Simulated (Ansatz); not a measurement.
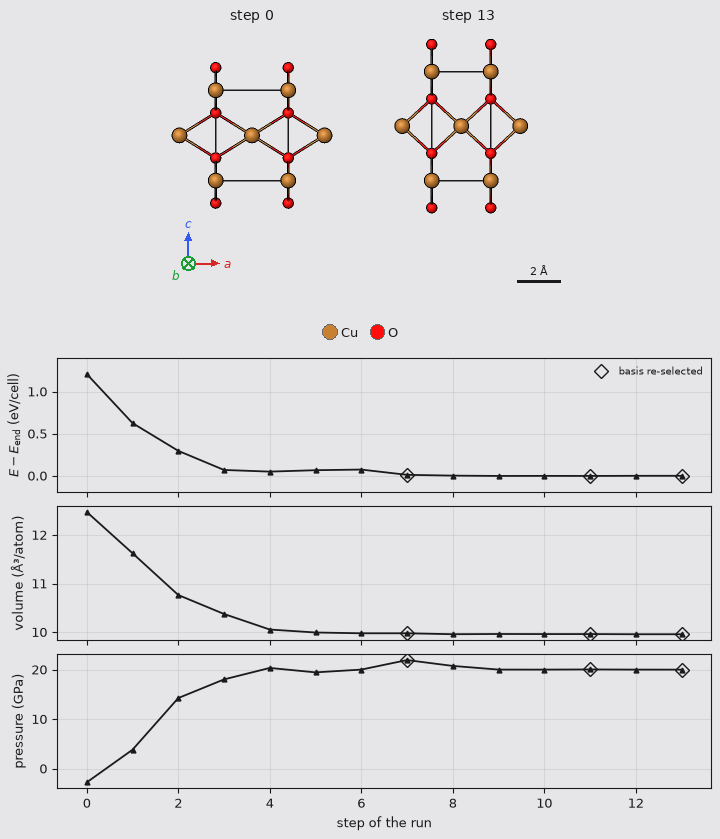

First and last geometry of a relaxation of crystalline CuO (a generated structure, set up in P4_2/mmc), with the history of the run. A ball-and-stick model of the cell of the calculation, seen along the b axis.

The run lets cell and atoms move.

Method: Kohn-Sham DFT of a periodic cell, PBE, Ansatz PAW in Ansatz.

Input
```yaml
crystal:
  lattice:
    - [3.42205097, 0.0, 0.0]
    - [0.0, 3.42205097, 0.0]
    - [0.0, 0.0, 4.26046148]
  atoms:
    - { symbol: Cu, position: [0.0, 0.5, 0.0] }
    - { symbol: Cu, position: [0.5, 0.0, 0.5] }
    - { symbol: O, position: [0.0, 0.0, 0.25] }
    - { symbol: O, position: [0.0, 0.0, 0.75] }
hamiltonian:
  xc: pbe
  pseudopotentials: { kind: paw }
kpoints:
  mp_grid: { grid: [8, 8, 6] }
scf:
  occupations: { method: fermi_dirac, width: 0.05 }
output:
  forces: true
  stress: true
  eigenvalues: true
relax:
  f_tol: 0.01
  max_steps: 40
  cell: { stress_tol: 0.05, p_target: 20.0 }
```

Run as
```bash
ansatz run input.yaml --threads 2 --pin off --max-ram 5632MiB --backend cpu --events-out ev --progress --plain --runs-dir out
```

### Read the history and describe the run.

It converged. No atom moves by more than 0.005 Å relative to the cell. The drawn cell changes as follows: a = b 3.422 → 2.784 Å (−18.7 %), c 4.260 → 5.139 Å (+20.6 %); the volume changes by −20.2 %. Near-neighbour distances that change, for instance: Cu–O 2.015 → 1.894 Å. Among the angles between lasting bonds that change: O–Cu–O 63.8° → 85.4°, O–Cu–O 116.2° → 94.6°, Cu–O–Cu 116.2° → 94.6°. The space group stays P4_2/mmc (No. 131). After 10 accepted moves (13 points after the start) the energy has fallen by 1.208 eV per cell of the calculation. With the target pressure of 20 GPa, the enthalpy E + pV changes by −2.465 eV per cell of the calculation. All forces vanish by symmetry, so only the cell relaxes. The pressure goes from −2.77 to 20.00 GPa. At 3 points the geometry stayed and the basis and grid were re-selected for the new cell (energy shift of 62.6 meV per cell of the calculation at most each time). The run took 26 s on 2 threads of Arm Neoverse V2 (shared host), peak memory 0.32 GiB.

```
step  E − E(0), meV/atom  pressure, GPa  volume, Å³/atom                      note
   0                0.00          -2.77           12.473                          
   1             -145.60           3.82           11.624                          
   2             -228.00          14.26           10.764                          
   3             -284.76          18.03           10.374                          
   4             -289.70          20.34           10.054                          
   5             -285.51          19.45            9.993                          
   6             -283.60          20.01            9.977                          
   7             -299.24          21.93            9.977  same geometry, new basis
   8             -301.59          20.75            9.958                          
   9             -302.55          20.01            9.962                          
  10             -302.35          20.00            9.960                          
  11             -302.54          20.04            9.960  same geometry, new basis
  12             -302.14          20.00            9.957                          
  13             -302.11          20.00            9.957  same geometry, new basis
```
